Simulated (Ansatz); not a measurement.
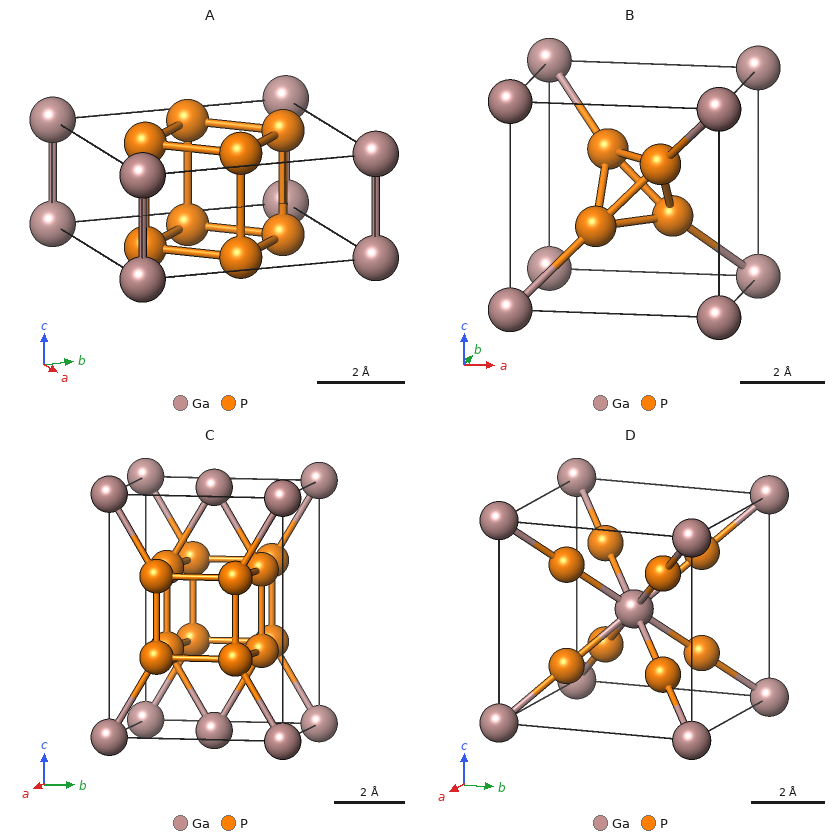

Four structures of GaP4, each relaxed to rest (conventional cells in solid outline, small ones repeated, each panel with its own scale). Method: DFT PBE, scalar-relativistic, plane waves, PAW in Ansatz 0.2.0, without spin polarisation.

Give the type and space group of each panel.

Answer. A: 5 atoms a cell on a primitive tetragonal lattice, P4/mmm; B: 5 atoms a cell on a primitive cubic lattice, P-43m; C: 10 atoms a cell on a base-centred orthorhombic lattice, Cmmm; D: 10 atoms a cell on a body-centred cubic lattice, Im-3m.

Rank them by energy, lowest first.

Answer. C, then A (+40 meV/atom), B (+196 meV/atom) and D (+489 meV/atom), energies at zero smearing.

Collect the results in a table.

Answer.
| panel | structure | E − E(lowest) (meV/atom) | volume (Å³/atom) | gap (eV) |
| --- | --- | --- | --- | --- |
| C | Cmmm | 0 | 17.7 | metal |
| A | P4/mmm | 40 | 16.5 | metal |
| B | P-43m | 196 | 26.6 | metal |
| D | Im-3m | 489 | 18.6 | metal |

Some of these may be structure types tried for this composition rather than known phases, and the most stable form need not be among them. Gaps are taken on the k-mesh or band path of each run.
